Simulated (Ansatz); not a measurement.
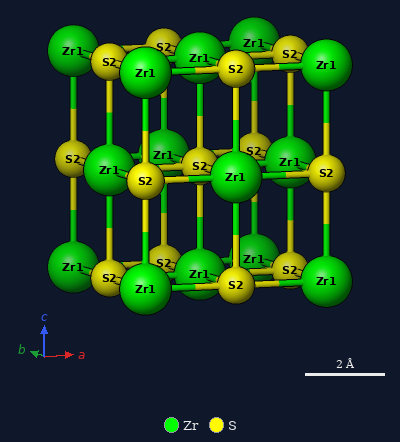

The input geometry (ball-and-stick view of the cell 4 times as large as that of the calculation, set on its symmetry axes, seen slightly off an axis; atoms are numbered from 1 in the order of the input). An atom can appear more than once, as a periodic image. Near neighbours in the periodic cell (some may lie outside the picture): Zr has 6 S at 2.47 to 2.78 Å; S has 6 Zr at 2.47 to 2.78 Å.

## Single-point calculation of ZrS

The run: single-point calculation of ZrS (Fmmm, 2 atoms in the cell). Method and program: DFT r2SCAN, scalar-relativistic, plane waves, PAW, no spin polarisation (Ansatz 0.2.0).

The structure derives from an entry of the Crystallography Open Database. It belongs to a series of runs on one base structure; here: strain -0.0600 x Voigt [1, -1, 0, 0, 0, 0], atoms carried along. Figures and captions count atoms from 1; the log counts them from 0 in places.

Log:
```
Engine: ansatz 0.2.0, x86_64-unknown-linux-gnu
Pseudopotentials: kind: paw
Pseudopotential: Zr, paw, valence charge 12, recommended cutoff 500 eV (meta_gga), Zr.paw.azcp
Pseudopotential: S, paw, valence charge 6, recommended cutoff 500 eV (meta_gga), S.paw.azcp
Functional definition: r2SCAN
  parameter k0 = 0.174
  parameter k1 = 0.065
  parameter a1 = 4.9479
  exchange = r2scan_x(k0 = k0, k1 = k1, a1 = a1)
  correlation = r2scan_c
Crystal: 2 atoms, lattice volume = 36.046 Å³
Basis set: ecut = 500 eV, 919 PW (Γ), exchange–correlation on 120×108×120 points (64 copies of the dense FFT grid, shifted against one another)
Bands: 13, of which v1, the nominal top of the filled ones, is band 9 counted from 1 (8 counted from 0)
Symmetry: 8 space group operations
Space group: Fmmm (ITA 69), of the structure as read, at distance tolerance 3.3e-5 Å
k-points: 621 of 4096
Non-local potential: Zr, projectors of the file, l = 0: 3, l = 1: 2, l = 2: 2, l = 3: 2
Non-local potential: S, projectors of the file, l = 0: 2, l = 1: 2, l = 2: 2
PAW form: soft (Blöchl's): semilocal exchange-correlation on the pseudo side does not see the compensation charge
PAW frozen core: Zr, regenerated for the run's functional (the file was generated under x = pbe(κ = 0.804, μ = 0.2195149727645171), c = pbe(β = 0.06672455060314922))
PAW frozen core: S, regenerated for the run's functional (the file was generated under x = pbe(κ = 0.804, μ = 0.2195149727645171), c = pbe(β = 0.06672455060314922))
PAW one-centre angular grid: Zr, 590 points (default); XC on 160 Gauss nodes
PAW one-centre angular grid: S, 302 points (default); XC on 160 Gauss nodes
Initial density: superposition of atomic densities (neutral atoms: chi_scale 0, normalization atom), corrected by the library's trained network
Initial wavefunctions: pseudopotential atomic-orbital guess
Functional: x = r2scan, c = r2scan; τ floored in thin density (d = 2e-4 eV/Å³)
SCF iter   1: F=—  HF=-5103.696083 eV  |F-HF|=—  |Δ(HF+E_count)|=         —  Δρ=7.54e-3  dr2=2.20e-2  dr2_τ=1.91e-2  ethr=1.77e-3  ⟨swp⟩=5.1  Hψ=107036  notcnv=0
automatic band count: the SCF goes on with 17 bands, as 13 were too few: the levels above may hold too much charge
preconditioner: auto → Kerker (q_TF=auto, 2.430 Å⁻¹)  [metal: Δε(μ)=0.006 eV  Ē_g=12.259 eV  σ=0.150 eV  W_gap=0.02  n_scr=12 (ndim 8)  ℏωp=19.6 eV  f_vac=0.000  D(μ)=1.20/eV (n_scr^D=12)]
SCF iter   2: F=—  HF=-5103.761358 eV  |F-HF|=—  |Δ(HF+E_count)|=   6.53e-2  Δρ=4.99e-3  dr2=9.64e-3  dr2_τ=1.89e-4  ethr=1.22e-4  ⟨swp⟩=2.0  Hψ=21777  notcnv=0  defer=1527
SCF iter   3: F=—  HF=-5103.760830 eV  |F-HF|=—  |Δ(HF+E_count)|=   5.28e-4  Δρ=1.30e-3  dr2=7.73e-4  dr2_τ=1.28e-4  ethr=5.36e-5  ⟨swp⟩=2.7  Hψ=14875  notcnv=0  defer=1527
SCF iter   4: F=—  HF=-5103.760761 eV  |F-HF|=—  |Δ(HF+E_count)|=   6.88e-5  Δρ=3.66e-4  dr2=3.18e-5  dr2_τ=2.57e-6  ethr=4.30e-6  ⟨swp⟩=2.2  Hψ=12386  notcnv=0  defer=1527
SCF iter   5: F=—  HF=-5103.760788 eV  |F-HF|=—  |Δ(HF+E_count)|=   2.63e-5  Δρ=1.27e-4  dr2=6.64e-6  dr2_τ=2.09e-7  ethr=1.76e-7  ⟨swp⟩=2.2  Hψ=12394  notcnv=0  defer=1527
SCF iter   6: F=—  HF=-5103.760792 eV  |F-HF|=—  |Δ(HF+E_count)|=   3.99e-6  Δρ=3.35e-5  dr2=6.00e-7  dr2_τ=8.79e-9  ethr=3.69e-8  ⟨swp⟩=2.0  Hψ=11584  notcnv=0  defer=1527
SCF iter   7: F=-5103.760792 eV  HF=-5103.760792 eV  |F-HF|=3.98e-9  |Δ(HF+E_count)|=   3.26e-7  Δρ=6.02e-6  dr2=1.35e-8  dr2_τ=1.89e-10  ethr=5.56e-10  ⟨swp⟩=13.1  Hψ=71444  notcnv=0
SCF 1 converged in 7 iterations: F = -5103.760792 eV  dr2 = 1.35e-8
  greatest PAW one-centre occupation: 0.989 electrons in one spin orbital (limit 2), on the Zr atom at site 0 (counted from 0), in its partial waves of l = 0
```

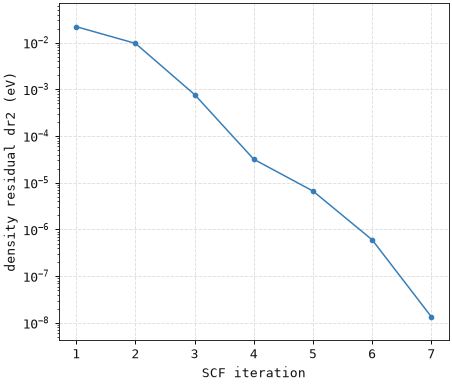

Convergence of the self-consistent field: density residual dr2 against the SCF iteration. The residual falls at every step.

```
SCF converged after 7 iterations
Free energy (F): -5103.760792 eV
Harris-Foulkes:  -5103.760792 eV  (|F-HF|=3.98e-9)
Internal energy: -5103.746849 eV  (E = F + TS)
E sigma→0 (E₀):  -5103.753821 eV
Entropy (-TS):   -0.013943 eV (-6.971 meV/atom)
Fermi energy:    14.825604 eV
--- Per-component energies (eV) ---
  E_band       = -83.481547
  E_kinetic    = 445.063129
  E_local      = -704.139585  (includes V_loc(G=0)·N_el)
  E_nonlocal   = 107.443377
  E_hartree    = 223.101701
  E_xc         = -249.840606
  E_vxc        = -308.621837  (∫ρ·V_xc dr)
  E_paw        = -3580.666603  (= ΣΔE_a)
  E_vpaw       = -86.163493  (= ΣTr[D̂ρ^β])
  E_aug_tail   = 0.000010  (compensation charges beyond the density's cutoff)
  E_vtau       = 16.734060  (kinetic-family band-sum trace: ∫τ·v_τ [+ j·A + Jᵃ·Aᵃ] dr)
  E_ewald      = -1344.433764
  E_core_change = -0.274508  (= ΣΔE_core)
  E_smearing   = -0.013943  (= −TS)
  E_closure    = 0.000000  (closes the sum)
  Σ components = -5103.760792   (vs F -5103.760792, Δ=0.00e0)
--- Forces (eV/Å), atoms counted from 1 ---
  atom   1  Zr     0.00000000     0.00000000     0.00000000
  atom   2  S      0.00000000     0.00000000    -0.00000000
  max |Σ_I F_I| component: 9.47e-30 eV/Å
--- Stress (GPa, compression-positive) ---
       20.994226       0.000000      -0.000000
        0.000000     -11.851519      -0.000000
       -0.000000      -0.000000      -2.038811
  P = ⅓ Tr σ = 2.3680 GPa (23.680 kbar)
--- Band table (eV; the first three rows and the last of 621) ---
  k-point 0: bands = ["-36.9689", "-14.3022", "-14.2461", "-14.2355", "-1.9813", "10.7591", "10.8600", "11.1027", "12.8165", "13.4548", "13.7105", "14.1098", "14.1780", "17.7697", "22.6396", "26.4477", "27.4605"]
  k-point 1: bands = ["-36.9678", "-14.3103", "-14.2520", "-14.2392", "-1.9273", "10.5172", "10.6234", "10.8482", "12.9830", "13.5605", "13.9495", "14.1793", "14.4703", "17.9987", "22.7992", "26.2455", "27.1917"]
  k-point 2: bands = ["-36.9646", "-14.3421", "-14.2629", "-14.2465", "-1.7708", "9.8670", "10.1654", "10.3188", "13.3380", "13.7934", "14.2463", "14.6767", "15.2111", "18.6090", "23.1700", "25.7392", "26.5443"]
  k-point 620: bands = ["-36.9294", "-14.5447", "-14.4626", "-14.3005", "-1.1369", "8.0810", "9.9609", "10.0444", "11.3603", "15.1994", "16.7665", "17.5947", "17.9867", "18.7393", "23.6074", "26.2867", "26.5356"]
```

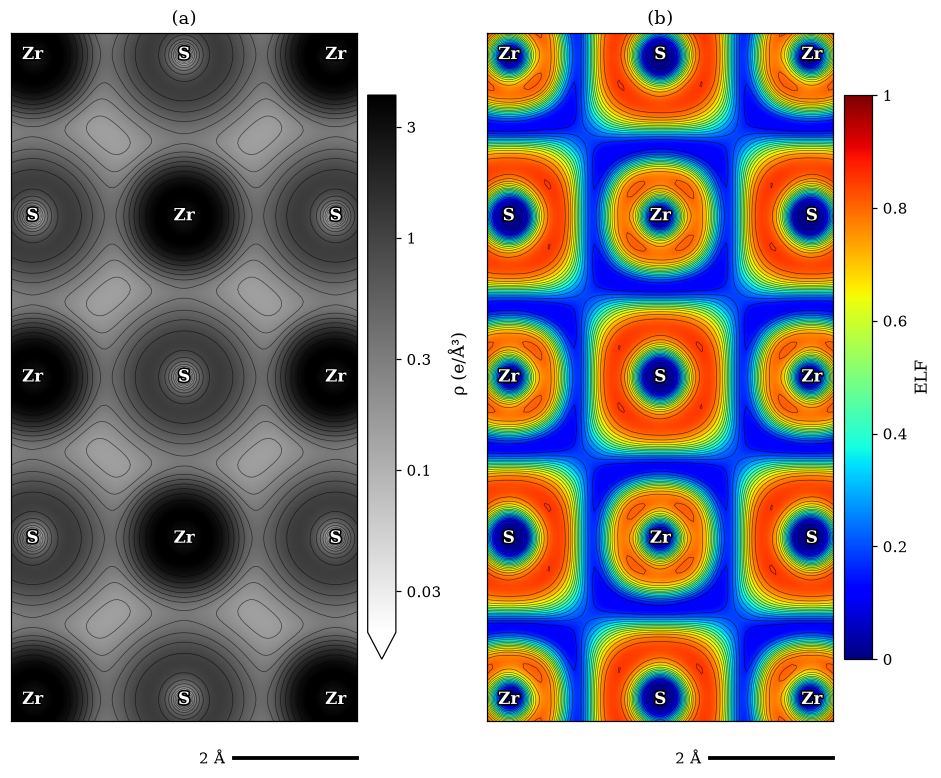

(a) valence electron density; (b) ELF on the (001) plane of the conventional cell. Atoms in the plane: Zr and S. Zr–S (2.47 Å): ρ at the midpoint is about 0.46 e/Å³; the ELF is about 0.25 at the midpoint; no shared pair; the contact is polar. Zr–S (2.62 Å): the density is about 0.33 e/Å³ at the midpoint; the ELF is about 0.25 at the midpoint (a polar contact without a shared pair, in a metal). Away from the nuclei the density in this plane falls to 0.15 e/Å³ at its lowest. The strong features right at Zr lie inside the PAW spheres (semicore, d or f shells) and say nothing about bonding. Core electrons are frozen (PAW), so the fields are smoothed inside the atomic spheres.

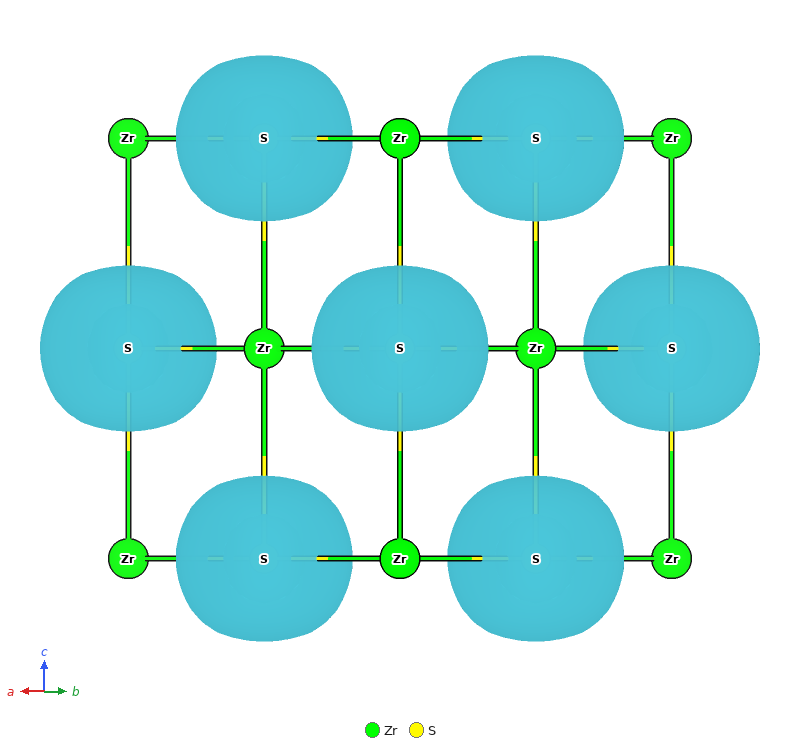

Isosurface of the electron localisation function at 0.7 (cyan), seen along [110]. Core shells and regions of very low density are left out. Sticks mark near contacts. The outline is the cell set on symmetry axes. Profiles from the grid: Zr–S (2.47 Å): the ELF is about 0.25 at the midpoint (a polar contact without a shared pair, in a metal). Zr–S (2.62 Å): the ELF is about 0.25 at the midpoint (a polar contact without a shared pair, in a metal).

This output came from the following input.

Input file:
```yaml
crystal:
  lattice:
    - [0.0, 2.7825, 2.625]
    - [2.4675, 0.0, 2.625]
    - [2.4675, 2.7825, 0.0]
  atoms:
    - { symbol: Zr, position: [0.0, 0.0, 0.0] }
    - { symbol: S, position: [0.5, 0.5, 0.5] }
basis:
  ecutwfc: 500
kpoints:
  mp_grid: { grid: [16, 16, 16] }
hamiltonian:
  xc: r2scan
scf:
  occupations: { method: gaussian, width: 0.15 }
output:
  forces: true
  stress: true
  eigenvalues: true
  write_density: true
  write_potential: true
  elf: true
  volumetric_format: npy
```

Command:
```bash
ansatz run input.yaml --threads 1 --pin off --max-ram 2560MiB --backend cpu --events-out ev --progress --plain --runs-dir out
```

Results in brief:

| quantity | value |
| --- | --- |
| outcome | converged |
| space group (tolerance 0.01 Å) | Fmmm (69) |
| electrons treated | 18 |
| free energy | −5103.7608 eV |
| Fermi energy | 14.826 eV |
| gap on the k-point mesh | none (metallic) |
| pressure | 2.37 GPa |
| largest force (length of the vector) | under 0.001 eV/Å |
| hardware | 1 thread of Intel Xeon @ 2.50GHz (Skylake/Cascade Lake), 189 GiB of memory available, shared host |
| wall time | 1.8 min |
| peak memory | 0.81 GiB |
